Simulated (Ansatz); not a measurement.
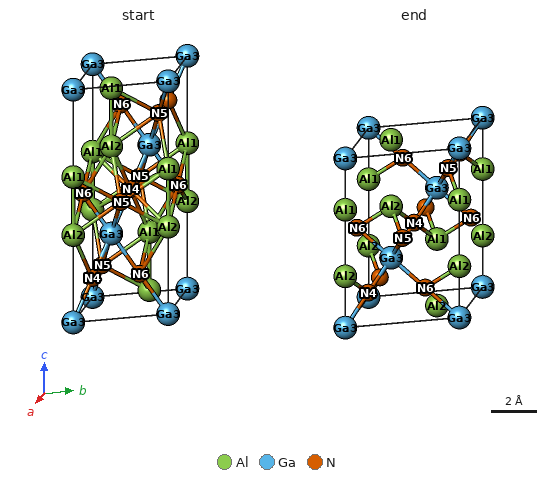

The structure of crystalline Al$_{2}$GaN$_{3}$ (built on the Li2GaCu3-166 type type) before (left) and after (right) a relaxation, at one scale.

Style: ball-and-stick. Shown: the conventional cell (3 times the calculation's cell), slightly off an axis. Lengths and directions refer to the drawn axes.

Level of theory: Ansatz, DFT, PBEsol, plane waves, PAW.

Input
```yaml
crystal:
  lattice:
    - [2.26398089, 1.30710998, 3.62855817]
    - [-2.26398089, 1.30710998, 3.62855817]
    - [0.0, -2.61421995, 3.62855817]
  atoms:
    - { symbol: Al, position: [0.62478392, 0.62478392, 0.62478392] }
    - { symbol: Al, position: [0.37521608, 0.37521608, 0.37521608] }
    - { symbol: Ga, position: [0.0, 0.0, 0.0] }
    - { symbol: "N", position: [0.0, 0.5, 0.0] }
    - { symbol: "N", position: [0.5, 0.0, 0.0] }
    - { symbol: "N", position: [0.0, 0.0, 0.5] }
kpoints:
  mp_grid: { grid: [6, 6, 6] }
hamiltonian:
  xc: pbesol
scf:
  occupations: { method: fermi_dirac, width: 0.03 }
relax:
  f_tol: 0.01
  cell: {}
  max_steps: 120
output:
  write_density: true
  write_potential: true
  elf: true
  volumetric_format: npy
```

Launched with:
```bash
ansatz run input.yaml --threads 2 --pin off --max-ram 2211MiB --backend cpu --events-out ev --progress --plain --runs-dir out
```

Describe what moved and what it gained.

The largest moves relative to the cell, 0.57 Å, are those of Al1 and Al2. Al1 goes along +c. Ga and N stay in place. Cell: a = b 4.528 → 5.448 Å (+20.3 %), c 10.886 → 7.911 Å (−27.3 %). Volume +5.2 %. Some distances before and after: Al1–Ga3 4.084 → 2.400 Å, Al1–N4 2.620 → 1.908 Å, Al1–N4 (another image) 2.640 → 3.137 Å, Al1–Al2 2.717 → 3.112 Å. Bond angles that change, for instance: N4–Ga3–N5 60.8° → 83.2°, N4–Ga3–N5 119.2° → 96.8°. The space group stays R-3m (No. 166). After 16 accepted moves (19 points after the start) the energy has fallen by 1375 meV per atom. The largest force component goes from 0.38 to 0.00066 eV/Å. Pressure: 2.65 GPa at the start and 0.00 GPa at the end. The SCF was repeated 3 times at an unchanged geometry on a basis and grid sized afresh for the cell, which shifted the energy by 52.0 meV per atom at most.
